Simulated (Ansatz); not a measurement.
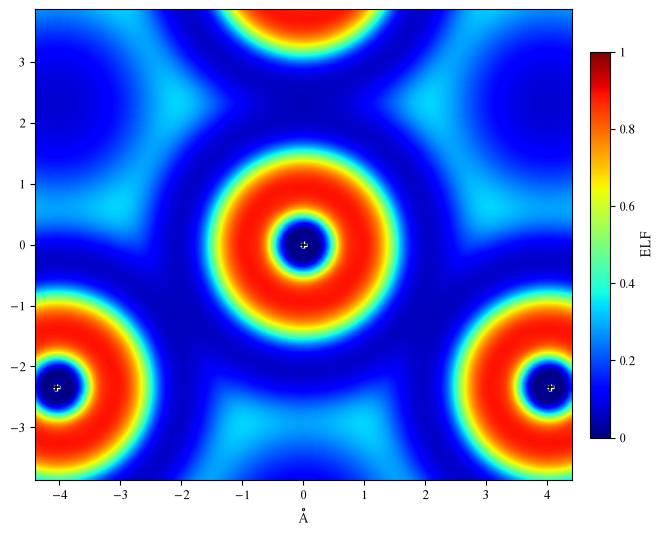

The ELF on a plane through atoms (crosses mark nuclei in the plane).

All numbers below come from DFT, LDA (PW92), plane waves (420 eV) with PAW, scalar-relativistic (Ansatz).

Candidates:
A. Co, a = 2.46 Å, b = 2.46 Å, c = 3.97 Å, α = 90.00°, β = 90.00°, γ = 120.00°. Space group P6₃/mmc; set up as Co, beta-Sn type; a generated structure, not necessarily the stable one; changed on purpose from its base cell (volume × 1.04); computed pressure about −10 GPa in this cell; spin-polarised.
B. Mg, a = 3.00 Å, b = 3.00 Å, c = 9.77 Å, α = 90.00°, β = 90.00°, γ = 120.00°. Space group P6₃/mmc; set up as Mg, dhcp; a generated structure, not necessarily the stable one; changed on purpose from its base cell (volume × 0.88); computed pressure about 7 GPa in this cell.
C. Cs, a = 8.11 Å, b = 8.11 Å, c = 4.85 Å, α = 90.00°, β = 90.00°, γ = 120.00°. Space group P6/mmm; set up as Cs, omega (AlB2-type); a generated structure, not necessarily the stable one; changed on purpose from its base cell (volume × 0.96); computed without spin polarisation.

Which system is this?

Candidate C: Cs on the (001) plane of the conventional cell, which holds Cs. Cs–Cs (4.68 Å): the ELF is about 0.05 at the midpoint; no shared electron pair shows on this line.
